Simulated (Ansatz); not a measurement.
Consider this structure, Mg.

```
Mg
1.0
     3.50805    0.00000    0.00000
     0.00000    3.50805    0.00000
     0.00000    0.00000    3.50805
Mg
2
Direct
  0.00000 0.00000 0.00000
  0.50000 0.50000 0.50000
```

Basis of the simulation: the input geometry of an electronic-structure calculation (not necessarily at equilibrium); the starting structure was generated, so it need not be a known form of this composition.

Q: Predict the first 3 clear peaks of the neutron G(r) with σ = 0.15 Å, and name the atom pairs.

A: 1. 3.03 Å: Mg–Mg at 3.04 Å
2. 3.50 Å: Mg–Mg at 3.51 Å
3. 4.96 Å: Mg–Mg at 4.96 Å

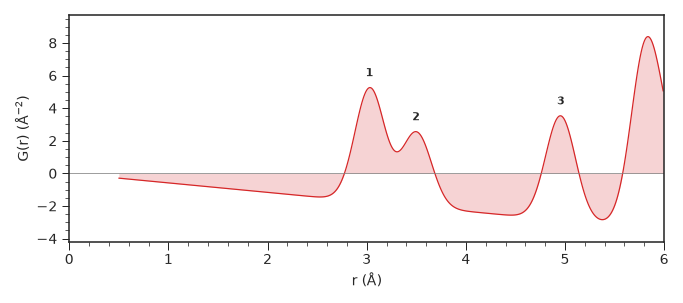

Computed neutron G(r), with each pair weighted by the product of the tabulated coherent neutron scattering lengths (natural isotope mix where the element has one) and a uniform peak width σ = 0.15 Å, damped by exp(−(Q_damp r)²/2) with Q_damp = 0.020 Å⁻¹. There is no Q-range truncation.
